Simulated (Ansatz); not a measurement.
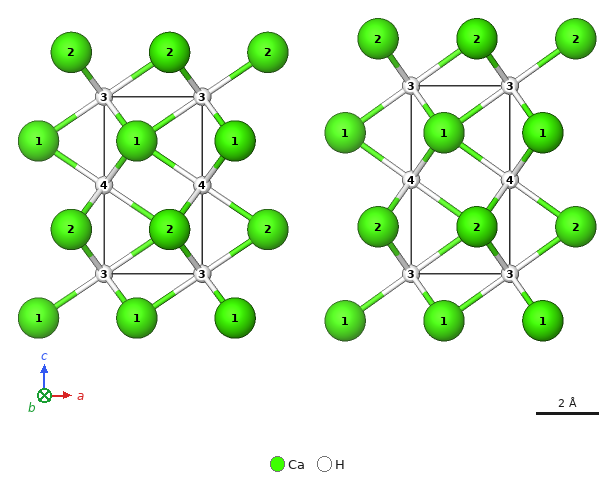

Two geometries of a crystal of CaH (a generated structure, set up in P6_3/mmc), drawn at one scale. One is the start of a relaxation, the other its converged end. Style: ball-and-stick. Shown: the cell of the calculation, along the b axis.

Method: DFT PBE, scalar-relativistic, plane waves, PAW in Ansatz 0.2.0. Settings: plane-wave cutoff 420 eV; k-point mesh 15 × 15 × 8; occupations gaussian; smearing width 0.1 eV; no spin polarisation; cell and atoms relaxed; force threshold 0.01 eV/Å; at most 80 steps.

**Which of the two is the end point?**

The left one is the relaxed one. No atom moves by more than 0.005 Å relative to the cell. The drawn cell changes as follows: a 3.736 → 3.716 Å (−0.6 %), b 3.737 → 3.716 Å (−0.6 %), c 6.156 → 5.798 Å (−5.8 %); the volume changes by −6.9 %. Among the contacts that change: Ca1–H3 2.650 → 2.589 Å. The space group stays P6_3/mmc (No. 194). After 3 accepted moves (4 points after the start) the energy has fallen by 15.7 meV per atom. All forces vanish by symmetry, so only the cell relaxes. The pressure goes from −2.12 to 0.00 GPa. The SCF was repeated once at an unchanged geometry on a basis and grid sized afresh for the cell, which shifted the energy by 0.3 meV per atom at most.
